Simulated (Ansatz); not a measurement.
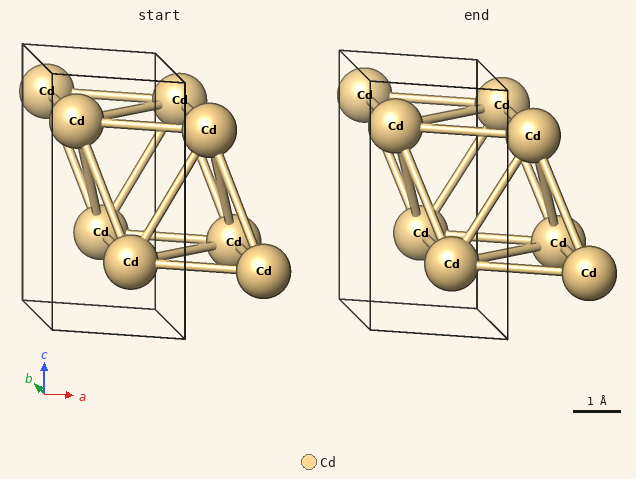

The structure of a crystal of Cd (built on the hcp type) (coarse preliminary run) before (left) and after (right) a relaxation, at one scale.

The picture is a ball-and-stick view of the cell of the calculation, repeated 2 × 2 × 1 with one cell outlined, seen slightly off an axis.

These are results of DFT PBE, scalar-relativistic, plane waves, PAW in Ansatz 0.2.0, not measurements.

The input:
```yaml
crystal:
  lattice:
    - [2.98, 0.0, 0.0]
    - [-1.49, 2.5807557033, 0.0]
    - [0.0, 0.0, 5.62028]
  atoms:
    - { symbol: Cd, position: [0.3333333333, 0.6666666667, 0.75] }
    - { symbol: Cd, position: [0.6666666667, 0.3333333333, 0.25] }
basis:
  ecutwfc: 600
  ecutrho_ratio: 5
kpoints:
  mp_grid: { grid: [8, 8, 4] }
hamiltonian:
  xc: pbe
scf:
  occupations: { method: gaussian, width: 0.05 }
output:
  forces: true
  stress: true
  eigenvalues: true
relax:
  f_tol: 0.03
  max_steps: 60
  cell: { stress_tol: 0.3 }
```

What changed between the two?

Answer. The atoms keep their places relative to the cell (all moves are under 0.005 Å). Cell: a = b 2.980 → 3.091 Å (+3.7 %), c 5.620 → 5.458 Å (−2.9 %). Volume +4.5 %. Among the contacts that change: Cd1–Cd1 2.980 → 3.091 Å, Cd1–Cd2 3.295 → 3.261 Å. The space group stays P6_3/mmc (No. 194). After 3 accepted moves (4 points after the start) the energy has fallen by 18.7 meV per atom. All forces vanish by symmetry, so only the cell relaxes. The pressure goes from 3.00 to −0.01 GPa. At 1 point the geometry stayed and the basis and grid were re-selected for the new cell (energy shift of less than 0.05 meV per atom at most each time). The run took of the order of 10 core-seconds on a shared host.
